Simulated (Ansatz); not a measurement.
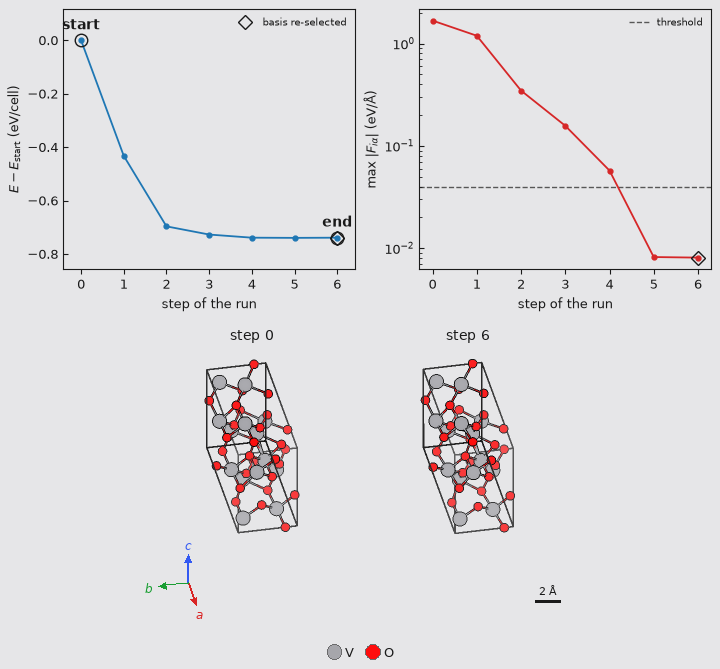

First and last geometry of a relaxation of a crystal of V3O5 (built on the database type) (coarse preliminary run), with the history of the run. A ball-and-stick model of the conventional cell (2 times the calculation's cell) (origin shifted), seen from a free direction. Lengths and directions refer to the drawn axes.

Case: structure reported for this formula (C2/c, No. 15).

Method: DFT r2SCAN, scalar-relativistic, plane waves, PAW (Ansatz 0.2.0).

Input file:
```yaml
crystal:
  lattice:
    - [4.99, -2.515, 0.0]
    - [4.99, 2.515, 0.0]
    - [-2.57624, 0.0, 6.4815]
  atoms:
    - { symbol: V, position: [0.0, 0.0, 0.5], spin: 1.37 }
    - { symbol: V, position: [0.0, 0.0, 0.0], spin: 1.37 }
    - { symbol: V, position: [0.374, 0.374, 0.286], spin: 1.45 }
    - { symbol: V, position: [0.374, 0.374, 0.786], spin: 1.45 }
    - { symbol: V, position: [0.626, 0.626, 0.214], spin: 1.45 }
    - { symbol: V, position: [0.626, 0.626, 0.714], spin: 1.45 }
    - { symbol: O, position: [0.572, 0.272, 0.561] }
    - { symbol: O, position: [0.272, 0.572, 0.061] }
    - { symbol: O, position: [0.15, 0.85, 0.75] }
    - { symbol: O, position: [0.85, 0.15, 0.25] }
    - { symbol: O, position: [0.042, 0.342, 0.648] }
    - { symbol: O, position: [0.342, 0.042, 0.148] }
    - { symbol: O, position: [0.428, 0.728, 0.439] }
    - { symbol: O, position: [0.728, 0.428, 0.939] }
    - { symbol: O, position: [0.958, 0.658, 0.352] }
    - { symbol: O, position: [0.658, 0.958, 0.852] }
basis:
  ecutwfc: 500
kpoints:
  mp_grid: { grid: [4, 4, 4] }
hamiltonian:
  xc: r2scan
scf:
  occupations: { method: gaussian, width: 0.1 }
  lower_state_search: "off"
output:
  forces: true
  stress: true
  eigenvalues: true
  populations: true
magnetization:
  spin_polarized: true
relax:
  adjacent_minimum: "off"
  f_tol: 0.04
  max_steps: 70
  cell: { stress_tol: 0.4 }
```

Launched with:
```bash
ansatz run input.yaml --threads 1 --pin off --max-ram 3072MiB --backend cpu --events-out ev --progress --plain --runs-dir out
```

### What do the curves and the structures tell?

It converged. The energy falls by 0.739 eV per cell of the calculation in 5 accepted moves (6 points after the start). Largest force component: 1.7 eV/Å at the start, 0.0081 eV/Å at the end. The pressure goes from −0.78 to −0.26 GPa. At 1 point the geometry stayed and the basis and grid were re-selected for the new cell (energy shift of 0.7 meV per cell of the calculation at most each time). The largest moves relative to the cell, 0.22 Å, are those of O9 and O10. O10 goes along +b. By element the largest moves are O 0.22 Å, V 0.05 Å. The volume changes by −0.5 %, with a 9.980 → 10.035 Å (+0.6 %), b 5.030 → 4.972 Å (−1.2 %), c 6.975 → 7.006 Å (+0.4 %), β 111.7° → 112.2°. Some distances before and after: V3–O10 2.231 → 2.078 Å, V1–O10 1.900 → 2.001 Å, V3–O13 2.061 → 2.130 Å, V3–O15 1.992 → 1.931 Å. Bond angles that change, for instance: V1–O9–V2 133.2° → 122.2°, V4–O9–V6 75.8° → 84.1°, O8–V2–O10 91.3° → 96.1°. The space group stays C2/c (No. 15). The run took 18 min on 1 thread of Arm Neoverse V2, with other jobs on the host, peak memory 1.3 GiB.

```csv
step,"E − E(0), meV/atom","largest force component, eV/Å","pressure, GPa","volume, Å³/atom",note
0,0.00,1.6761,-0.78,10.168,
1,-27.04,1.1921,-0.69,10.166,
2,-43.52,0.3470,0.09,10.115,
3,-45.43,0.1572,-0.33,10.114,
4,-46.17,0.0574,0.40,10.087,
5,-46.21,0.0082,-0.26,10.115,
6,-46.17,0.0081,-0.26,10.115,"same geometry, new basis"
```
